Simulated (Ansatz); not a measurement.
# SiC: GW calculation

System: SiC (R-3m, 4 atoms in the cell).
Method: G0W0 on LDA, plane waves, PAW, no spin polarisation (Ansatz 0.2.0).

The structure was built on a prototype by a generator. The geometry comes from this level: r2SCAN. It belongs to a series of runs on one base structure; here: starting point.

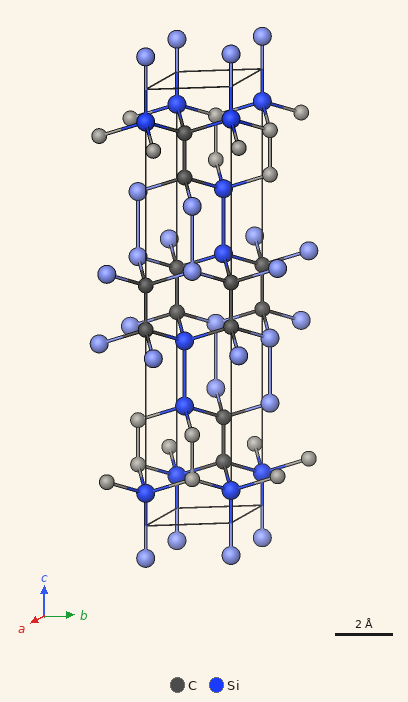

**Figure 1.** The input geometry (ball-and-stick view of the cell 3 times as large as that of the calculation, set on its symmetry axes, seen slightly off an axis; neighbours outside the cell are drawn fainter). Near neighbours in the crystal (not all of them lie inside the picture): C has 1 C at 1.62 Å and 3 Si at 1.90 Å; Si has 3 C at 1.90 Å and 1 Si at 2.38 Å.

## Input file
```yaml
crystal:
  lattice:
    - [1.5415877844, 0.8900361223, 5.3212273172]
    - [-1.5415877844, 0.8900361223, 5.3212273172]
    - [0.0, -1.7800722446, 5.3212273172]
  atoms:
    - { symbol: C, position: [0.449191069, 0.449191069, 0.449191069] }
    - { symbol: Si, position: [0.9254740593, 0.9254740593, 0.9254740593] }
    - { symbol: Si, position: [0.0745259407, 0.0745259407, 0.0745259407] }
    - { symbol: C, position: [0.550808931, 0.550808931, 0.550808931] }
kpoints:
  mp_grid: { grid: [6, 6, 6] }
hamiltonian:
  xc: lda
scf:
  occupations: { method: fixed }
gw:
  n_empty_bands: 164
  ecut_chi: 140
  qp_bands: [v2, c2]
  qp_kpoints: band_edges
  screening: { model: contour_deformation }
```

Hardware: 2 threads of Arm Neoverse V1, 24 GiB of memory available, shared host.

Launched with:
```bash
ansatz run input.yaml --threads 2 --pin off --max-ram 3686MiB --backend cpu --events-out ev --progress --plain --runs-dir out
```

## Output
```
Engine: ansatz 0.2.0, aarch64-unknown-linux-gnu
Pseudopotentials: kind: paw
Pseudopotential: C, paw, valence charge 4, recommended cutoff 420 eV (normal), C.paw.azcp
Pseudopotential: Si, paw, valence charge 4, recommended cutoff 420 eV (normal), Si.paw.azcp
Functional definition: SPW92
  exchange = slater_x
  correlation = pw_c
Crystal: 4 atoms, lattice volume = 43.807 Å³
Basis set: ecut = 420 eV, 845 PW (Γ)
Bands: 12, of which v1, the nominal top of the filled ones, is band 8 counted from 1 (7 counted from 0)
Symmetry: 12 space group operations
Space group: R-3m (ITA 166), of the structure as read, at distance tolerance 3.5e-5 Å
k-points: 32 of 216
Non-local potential: C, projectors of the file, l = 0: 2, l = 1: 2, l = 2: 1
Non-local potential: Si, projectors of the file, l = 0: 2, l = 1: 2, l = 2: 2
PAW form: soft (Blöchl's): semilocal exchange-correlation on the pseudo side does not see the compensation charge
PAW frozen core: C, regenerated for the run's functional, and the local potential with it (the file was generated under x = pbe(κ = 0.804, μ = 0.2195149727645171), c = pbe(β = 0.06672455060314922))
PAW frozen core: Si, regenerated for the run's functional, and the local potential with it (the file was generated under x = pbe(κ = 0.804, μ = 0.2195149727645171), c = pbe(β = 0.06672455060314922))
PAW one-centre angular grid: C, 110 points (default); XC on 64 Gauss nodes
PAW one-centre angular grid: Si, 110 points (default); XC on 64 Gauss nodes
Initial density: superposition of atomic densities (neutral atoms: chi_scale 0, normalization atom), corrected by the library's trained network
Initial wavefunctions: pseudopotential atomic-orbital guess
Functional: x = slater, c = lda
SCF iter   1: F=—  HF=-1703.011714 eV  |F-HF|=—  |Δ(HF+E_count)|=         —  Δρ=6.81e-3  dr2=2.16e-2  ethr=1.77e-3  ⟨swp⟩=4.2  Hψ=2209  notcnv=0  defer=64
preconditioner: auto → none  [insulator: Δε(μ)=0.553 eV  Ē_g=11.186 eV  n_scr=2 (ndim 8)  ℏωp=22.4 eV  f_vac=0.000  ε∞_Penn≈5.0]
SCF iter   2: F=—  HF=-1703.005068 eV  |F-HF|=—  |Δ(HF+E_count)|=   6.65e-3  Δρ=3.11e-3  dr2=3.58e-3  ethr=1.35e-4  ⟨swp⟩=2.6  Hψ=794  notcnv=0  defer=64
SCF iter   3: F=—  HF=-1703.004554 eV  |F-HF|=—  |Δ(HF+E_count)|=   5.14e-4  Δρ=1.54e-3  dr2=1.88e-3  ethr=2.24e-5  ⟨swp⟩=2.2  Hψ=635  notcnv=0  defer=64
SCF iter   4: F=—  HF=-1703.004102 eV  |F-HF|=—  |Δ(HF+E_count)|=   4.51e-4  Δρ=4.53e-4  dr2=7.09e-5  ethr=1.17e-5  ⟨swp⟩=2.0  Hψ=591  notcnv=0  defer=64
SCF iter   5: F=—  HF=-1703.004093 eV  |F-HF|=—  |Δ(HF+E_count)|=   9.00e-6  Δρ=1.17e-4  dr2=2.93e-6  ethr=4.43e-7  ⟨swp⟩=2.5  Hψ=595  notcnv=0  defer=15
SCF iter   6: F=-1703.004093 eV  HF=-1703.004093 eV  |F-HF|=4.26e-9  |Δ(HF+E_count)|=   1.76e-8  Δρ=1.10e-5  dr2=2.53e-8  ethr=6.25e-10  ⟨swp⟩=3.4  Hψ=1868  notcnv=0
SCF 1 converged in 6 iterations: F = -1703.004093 eV  dr2 = 2.53e-8
  greatest PAW one-centre occupation: 0.630 electrons in one spin orbital (limit 2), on the Si atom at site 2 (counted from 0), in its partial waves of l = 0
NSCF: frozen V_eff on 32 k-points
G₀W₀ screening: q 1/32
G₀W₀ screening: q 2/32 (q-point 6)
G₀W₀ screening: q 3/32 (q-point 7)
G₀W₀ screening: q 4/32 (q-point 8)
G₀W₀ screening: q 5/32 (q-point 11)
G₀W₀ screening: q 6/32 (q-point 20)
G₀W₀ screening: q 7/32 (q-point 21)
G₀W₀ screening: q 8/32 (q-point 22)
G₀W₀ screening: q 9/32 (q-point 24)
G₀W₀ screening: q 10/32 (q-point 2)
G₀W₀ screening: q 11/32 (q-point 3)
G₀W₀ screening: q 12/32 (q-point 5)
G₀W₀ screening: q 13/32 (q-point 9)
G₀W₀ screening: q 14/32 (q-point 10)
G₀W₀ screening: q 15/32 (q-point 12)
G₀W₀ screening: q 16/32 (q-point 15)
G₀W₀ screening: q 17/32 (q-point 16)
G₀W₀ screening: q 18/32 (q-point 17)
G₀W₀ screening: q 19/32 (q-point 18)
G₀W₀ screening: q 20/32 (q-point 19)
G₀W₀ screening: q 21/32 (q-point 23)
G₀W₀ screening: q 22/32 (q-point 25)
G₀W₀ screening: q 23/32 (q-point 26)
G₀W₀ screening: q 24/32 (q-point 28)
G₀W₀ screening: q 25/32 (q-point 29)
G₀W₀ screening: q 26/32 (q-point 30)
G₀W₀ screening: q 27/32 (q-point 31)
G₀W₀ screening: q 28/32 (q-point 4)
G₀W₀ screening: q 29/32 (q-point 13)
G₀W₀ screening: q 30/32 (q-point 14)
G₀W₀ screening: q 31/32 (q-point 27)
G₀W₀ screening: q 32/32
G₀W₀ self-energy: k 1/14
G₀W₀ self-energy: k 2/14
G₀W₀ self-energy: k 3/14
G₀W₀ self-energy: k 4/14
G₀W₀ self-energy: k 5/14
G₀W₀ self-energy: k 6/14
G₀W₀ self-energy: k 7/14
G₀W₀ self-energy: k 8/14
G₀W₀ self-energy: k 9/14
G₀W₀ self-energy: k 10/14
G₀W₀ self-energy: k 11/14
G₀W₀ self-energy: k 12/14
G₀W₀ self-energy: k 13/14
G₀W₀ self-energy: k 14/14
NSCF: frozen V_eff on 1 k-points
NSCF: frozen V_eff on 1 k-points
NSCF: frozen V_eff on 1 k-points
SCF converged after 6 iterations
Free energy (F): -1703.004093 eV
Harris-Foulkes:  -1703.004093 eV  (|F-HF|=4.26e-9)
Internal energy: -1703.004093 eV  (E = F + TS)
E sigma→0 (E₀):  -1703.004093 eV
Fermi energy:    9.531332 eV
--- Per-component energies (eV) ---
  E_band       = 45.233019
  E_kinetic    = 267.065141
  E_local      = -264.750432  (includes V_loc(G=0)·N_el)
  E_nonlocal   = 108.510490
  E_hartree    = 85.779596
  E_xc         = -207.784304
  E_vxc        = -216.568108  (∫ρ·V_xc dr)
  E_paw        = -1155.666548  (= ΣΔE_a)
  E_vpaw       = -20.583220  (= ΣTr[D̂ρ^β])
  E_aug_tail   = 0.000029  (compensation charges beyond the density's cutoff)
  E_ewald      = -536.452391
  E_core_change = 0.294326  (= ΣΔE_core)
  E_smearing   = -0.000000  (= −TS)
  E_closure    = 0.000000  (closes the sum)
  Σ components = -1703.004093   (vs F -1703.004093, Δ=0.00e0)
--- Band table (eV; the first three rows and the last of 32) ---
  k-point 0: bands = ["-6.8446", "-2.9612", "0.0133", "6.9512", "6.9512", "8.5774", "9.5313", "9.5313", "13.0567", "13.2241", "15.5195", "15.5195"]
  k-point 1: bands = ["-6.3882", "-2.5676", "0.4730", "5.0635", "6.4638", "7.6257", "8.2807", "8.8868", "13.2152", "14.0937", "14.3612", "15.8245"]
  k-point 2: bands = ["-5.1294", "-1.4946", "0.9771", "2.9217", "4.5585", "5.6956", "7.0956", "7.9473", "11.9773", "13.4172", "14.8919", "15.2389"]
  k-point 31: bands = ["-6.4903", "-4.2974", "3.1427", "4.7990", "6.9531", "6.9531", "9.4703", "9.4703", "13.0520", "15.0461", "15.1978", "15.1978"]
--- G₀W₀: contour deformation, 8 samples at zero and on the imaginary axis and 1 off it, 216 q-points, 164 empty bands' worth ---
  eigenvalues of the whole cell's RPA ε∞ on this k-mesh (on a slab, of 1 + 4πα/V) = 8.4159, 8.4159, 8.5107; static W/v taken at q = 0 is 0.118807
  bands read: the sum over 172 bands ends inside a degenerate multiplet in 2 slots, whose members it reads at an even weight; the widest, k=13: bands 172 to 173 (counted from 1) at 1/2 each
  gw.qp_kpoints: band_edges: 14 of 32 stored k-points solved, in 1 pass; an edge of the gap read off the rows below is read off those points alone
    valence top: of the k-points left out ik 1 came nearest to being solved in a further pass, in band 8 (counted from 1, as in the quasiparticle table): it holds the edge there only if its correction is more favourable than any solved in that band by at least 0.645 eV; those differ by 0.220 eV
    conduction bottom: of the k-points left out ik 25 came nearest to being solved in a further pass, in band 9 (counted from 1, as in the quasiparticle table): it holds the edge there only if its correction is more favourable than any solved in that band by at least 0.542 eV; those differ by 0.222 eV
    ik  band        ε_KS         Σx   Σc(E_QP)       V_xc       Z   E_QP_lin       E_QP  E_QP is
     0     7      9.5313   -18.2142     1.7555   -16.1494  0.7784     9.2213     9.2221  root
     0     8      9.5313   -18.2142     1.7555   -16.1494  0.7784     9.2213     9.2221  root
     0     9     13.0567    -8.8877    -4.9255   -14.3673  0.7880    13.6138    13.6106  root
     0    10     13.2241    -8.9305    -4.7479   -14.2911  0.7834    13.8412    13.8368  root
     4     7      8.3294   -17.1757     1.6595   -15.1184  0.7776     7.9300     7.9316  root
     4     8      9.0440   -18.1609     1.8627   -15.9574  0.7769     8.7020     8.7033  root
     4     9     13.3076    -8.0327    -4.8650   -13.4629  0.7868    13.8768    13.8727  root
     4    10     13.9797    -8.5007    -5.0008   -14.1118  0.7832    14.5945    14.5900  root
     9     7      7.9147   -16.8540     1.6865   -14.7279  0.7759     7.4729     7.4751  root
     9     8      8.3369   -18.3025     2.0865   -15.8249  0.7728     7.9439     7.9457  root
     9     9     11.7945    -7.5933    -4.4311   -12.4875  0.7975    12.2598    12.2575  root
     9    10     12.4104    -7.4290    -4.5909   -12.4774  0.7899    12.8703    12.8678  root
    12     7      8.0604   -18.4033     2.1827   -15.8096  0.7709     7.6476     7.6494  root
    12     8      8.2318   -16.7168     1.5987   -14.6220  0.7778     7.7334     7.7357  root
    12     9     10.0069    -7.3055    -3.8991   -11.5480  0.8003    10.3512    10.3503  root
    12    10     11.4258    -7.1890    -4.4590   -12.1279  0.8045    11.9079    11.9058  root
    13     7      9.5158   -18.2306     1.7616   -16.1578  0.7783     9.2036     9.2045  root
    13     8      9.5158   -18.2306     1.7616   -16.1578  0.7783     9.2036     9.2045  root
    13     9     13.0452    -8.7823    -4.9213   -14.2587  0.7887    13.6035    13.6003  root
    13    10     13.9277    -8.9066    -4.9230   -14.4947  0.7781    14.5981    14.5927  root
    18     7      7.7761   -17.3959     2.0057   -14.9833  0.7713     7.3671     7.3692  root
    18     8      9.1267   -18.2745     1.8584   -16.0805  0.7769     8.7899     8.7911  root
    18     9     13.2471    -7.8056    -4.8291   -13.1947  0.7890    13.8111    13.8071  root
    18    10     14.4896    -8.3168    -5.1298   -14.0703  0.7776    15.1185    15.1133  root
    22     7      7.2491   -16.4038     1.8345   -14.0700  0.7704     6.7467     6.7498  root
    22     8      8.3548   -18.3474     2.0908   -15.8653  0.7728     7.9617     7.9635  root
    22     9     11.2112    -7.7766    -4.1723   -12.3616  0.7967    11.6256    11.6240  root
    22    10     12.4590    -6.7202    -4.6649   -11.8715  0.7970    12.9479    12.9453  root
    23     7      6.4601   -17.9819     2.5341   -14.9685  0.7568     5.9776     5.9808  root
    23     8      7.6931   -16.6595     1.7913   -14.3415  0.7737     7.1631     7.1664  root
    23     9     10.7549    -7.3464    -4.0665   -11.8090  0.7981    11.1523    11.1510  root
    23    10     12.7844    -7.0127    -4.6944   -12.2543  0.7904    13.3355    13.3316  root
    24     7      4.9399   -18.6105     3.0273   -15.1225  0.7506     4.4773     4.4792  root
    24     8      7.2612   -16.0987     1.7695   -13.7997  0.7716     6.7285     6.7317  root
    24     9     11.9927    -7.3847    -4.3390   -12.1529  0.7894    12.4241    12.4220  root
    24    10     12.4382    -7.0128    -4.5710   -12.1012  0.7896    12.9589    12.9556  root
    26     7      9.4858   -18.2627     1.7740   -16.1725  0.7781     9.1687     9.1697  root
    26     8      9.4858   -18.2627     1.7740   -16.1725  0.7781     9.1687     9.1697  root
    26     9     13.0492    -8.7388    -4.9244   -14.2157  0.7887    13.6047    13.6016  root
    26    10     14.8273    -8.6869    -5.2469   -14.7044  0.7747    15.6059    15.5979  root
    27     7      7.9284   -18.0827     2.1270   -15.5514  0.7700     7.5220     7.5241  root
    27     8      8.8960   -18.1674     1.9179   -15.8907  0.7756     8.5361     8.5372  root
    27     9     12.8415    -7.6010    -4.7204   -12.8612  0.7903    13.3850    13.3813  root
    27    10     14.7070    -8.6122    -5.3112   -14.6022  0.7734    15.3918    15.3858  root
    28     7      6.7841   -16.7820     2.1490   -14.0814  0.7634     6.2280     6.2324  root
    28     8      8.1694   -18.2463     2.1381   -15.7014  0.7716     7.7609     7.7627  root
    28     9     10.8716    -7.5222    -4.1685   -12.1134  0.7991    11.2958    11.2943  root
    28    10     12.7749    -6.5678    -4.7416   -11.8159  0.7978    13.2844    13.2814  root
    29     7      7.7705   -17.8680     2.1305   -15.3285  0.7692     7.3592     7.3614  root
    29     8      9.0518   -18.2711     1.8839   -16.0428  0.7767     8.7061     8.7075  root
    29     9     13.0794    -7.7168    -4.7804   -13.0491  0.7888    13.6350    13.6313  root
    29    10     14.8666    -8.2016    -5.3339   -14.1914  0.7727    15.5281    15.5224  root
    31     7      9.4703   -18.2792     1.7802   -16.1810  0.7780     9.1514     9.1523  root
    31     8      9.4703   -18.2792     1.7802   -16.1810  0.7780     9.1514     9.1523  root
    31     9     13.0520    -8.7215    -4.9257   -14.1981  0.7886    13.6060    13.6029  root
    31    10     15.0461    -8.8080    -5.3264   -14.9302  0.7750    15.8503    15.8418  root
```

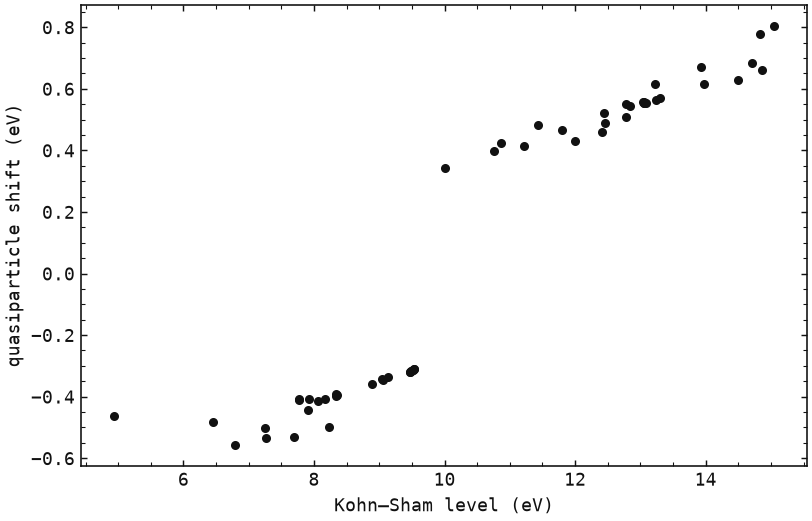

**Figure 2.** Quasiparticle corrections (linearised) against the Kohn–Sham levels, for the bands and k-points computed. On this mesh the gap goes from 0.48 to 1.13 eV.

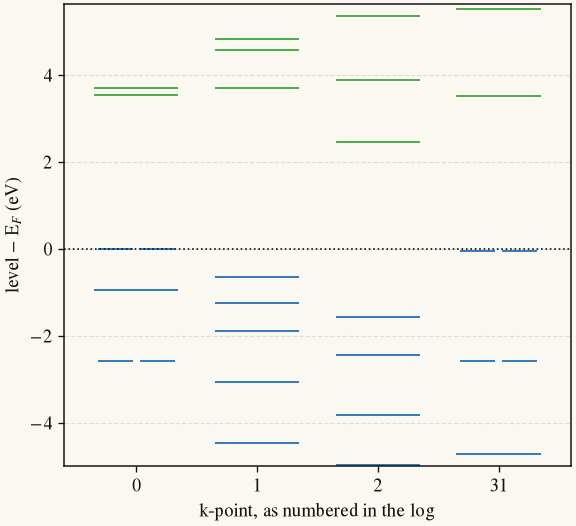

**Figure 3.** Kohn–Sham levels near the Fermi level (dotted) at the few k-points that the log prints; levels within 0.02 eV of each other stand side by side. Among these points the highest filled and lowest empty levels are 2.45 eV apart; the gap on the full mesh, 0.48 eV, has an edge at a point that isn't printed.

## Summary

| quantity | value |
| --- | --- |
| outcome | converged |
| space group (tolerance 0.01 Å) | R-3m (166) |
| electrons treated | 16 |
| free energy | −1703.0041 eV |
| Fermi energy | 9.531 eV |
| gap on the k-point mesh | 0.48 eV |
| quasiparticle gap on the mesh | 1.13 eV |
| wall time | 4 min (CPU time 7.9 min) |
| peak memory | 0.54 GiB |

The GW levels are not extrapolated in basis or mesh.
